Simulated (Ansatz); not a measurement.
Take the following structure.

```yaml
crystal:
  lattice:
    - [2.62880, 0.00000, 0.00000]
    - [-1.31440, 2.27660, 0.00000]
    - [0.00000, 0.00000, 2.56603]
  atoms:
    - { symbol: Ir, position: [0.00000, 0.00000, 0.00000] }
```

> What crystal do these data define?

The element is iridium. Space group P6/mmm (No. 191), lattice primitive hexagonal. The structure is of the kind named simple hexagonal. The cell holds one atom. The neighbours of Ir are eight Ir at 2.57 to 2.63 Å. The bonds build a three-dimensional framework.

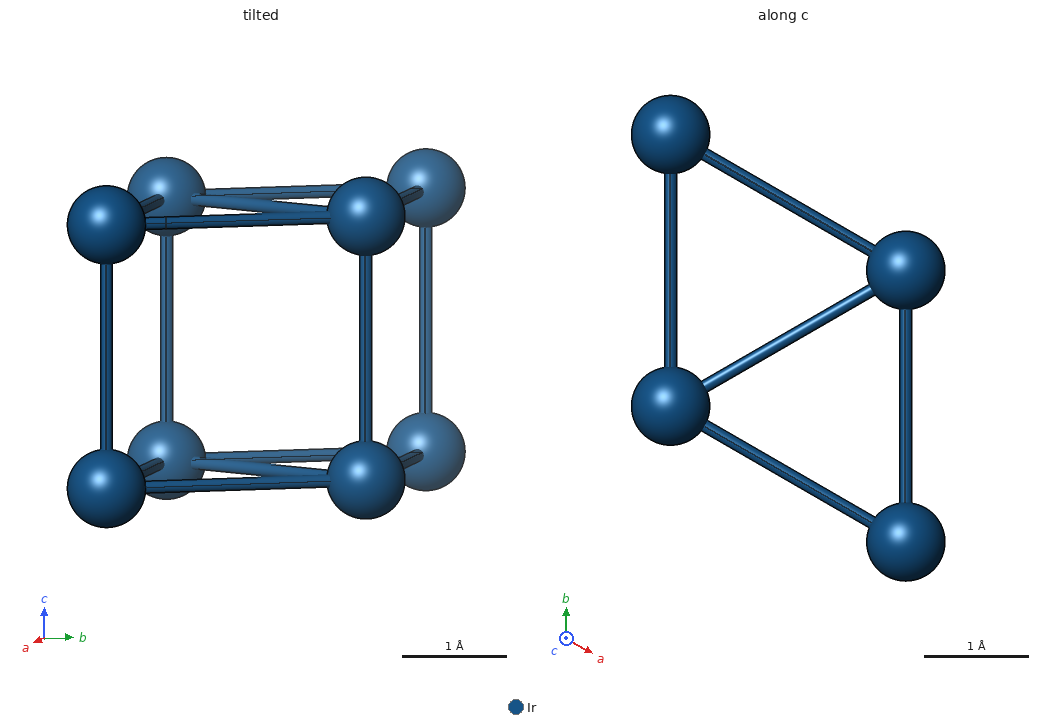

View slightly off an axis and along the c axis, drawn as a ball-and-stick model. Atoms at the boundary of the conventional unit cell (the box) are drawn once for each face, edge or corner they touch. Colours: iridium blue.

It derives from a textbook structure type filled with this element (whether it is the usual form wasn't checked). The picture shows the end point of a geometry optimisation with DFT PBEsol, scalar-relativistic, plane waves, PAW in Ansatz.
